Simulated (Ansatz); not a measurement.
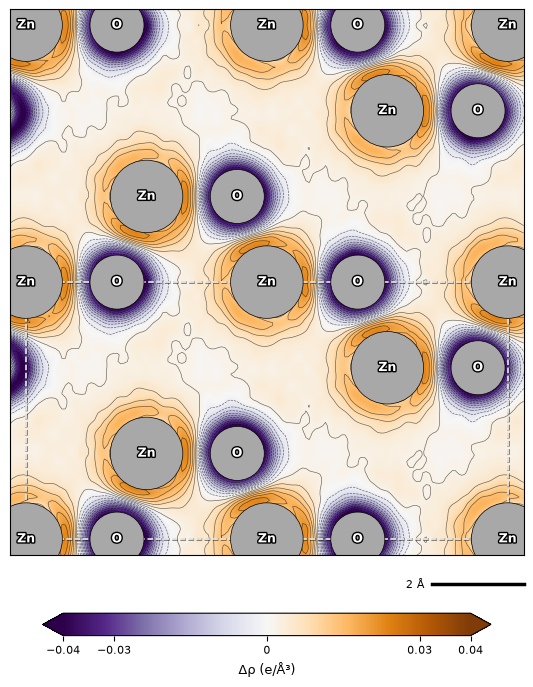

ZnO. Difference of the valence pseudo-densities of two functionals at the same geometry, on the (110) plane of the calculation cell: one of LDA and r2SCAN less the other.

Both computed with Ansatz (plane waves, PAW), on the same k-point mesh. Grey discs cover the atomic cores.

```yaml
crystal:
  lattice:
    - [3.22650, 0.00000, 0.00000]
    - [-1.61325, 2.79423, 0.00000]
    - [0.00000, 0.00000, 10.47260]
  atoms:
    - { symbol: Zn, position: [0.00000, 0.00000, 0.99938] }
    - { symbol: Zn, position: [0.33333, 0.66667, 0.24956] }
    - { symbol: Zn, position: [0.00000, 0.00000, 0.49938] }
    - { symbol: Zn, position: [0.66667, 0.33333, 0.74956] }
    - { symbol: O, position: [0.00000, 0.00000, 0.18815] }
    - { symbol: O, position: [0.33333, 0.66667, 0.43790] }
    - { symbol: O, position: [0.00000, 0.00000, 0.68815] }
    - { symbol: O, position: [0.66667, 0.33333, 0.93790] }
```

Which was subtracted from which, and what does the map show?

It is LDA less r2SCAN. Against r2SCAN, LDA gives more density around Zn (+0.016 e/Å³ on average at 1.0 Å from the nucleus), less density around O (−0.023 e/Å³ on average at 0.7 Å from the nucleus), more density in the space between the atoms (+0.002 e/Å³ on average) and a change of +0.015 e/Å³ at the midpoint of Zn–O.
